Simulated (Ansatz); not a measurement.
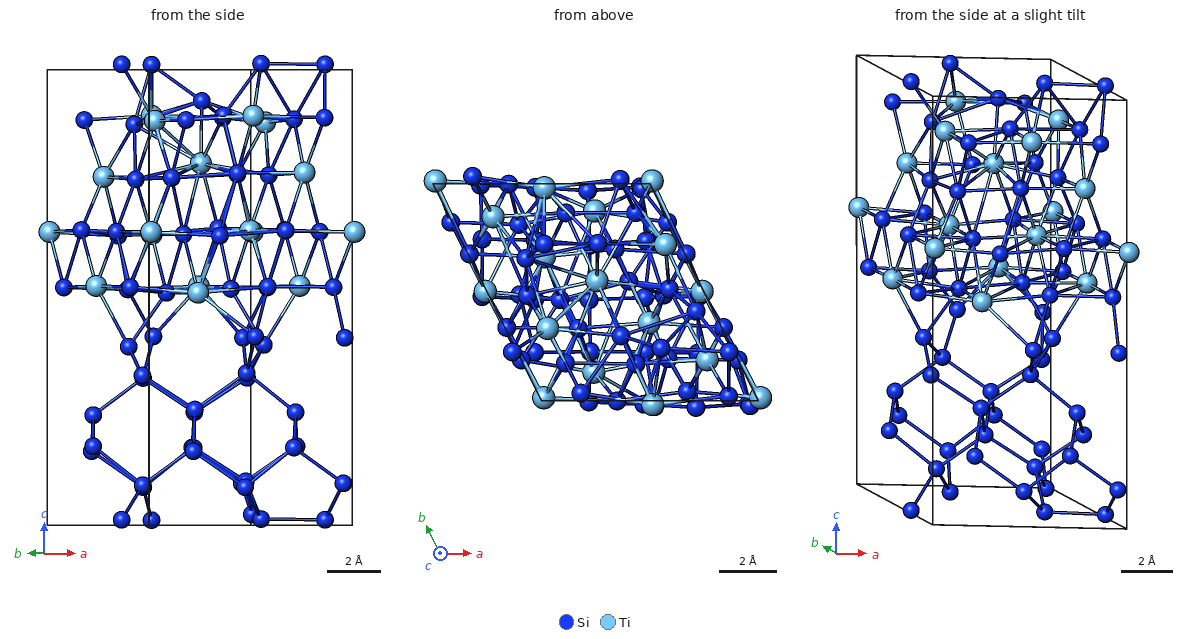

A ball-and-stick picture of a periodic stack of two materials, seen from the side, from above and from the side at a slight tilt; the box is the simulation cell in a reduced setting, and 1×1 cells are drawn in the plane (a layer on the cell's face shows at both ends).

### What does the stack consist of?

Si (1 0 0) (Fd-3m, 24 atoms) and TiSi2 (0 0 1) (Fddd, 36 atoms).

### Give the in-plane cell and the period of the stack.

The in-plane vectors are 7.74 and 8.65 Å long, those of Si, to which TiSi2 is strained; the stack repeats after 17.3 Å.

The atoms and the stacking vector were relaxed with DFT PBE, scalar-relativistic, plane waves, PAW (Ansatz), the in-plane cell held. The two parents, named as they started, are listed structures, not always the stable forms, and thin layers can change their stacking on relaxation.
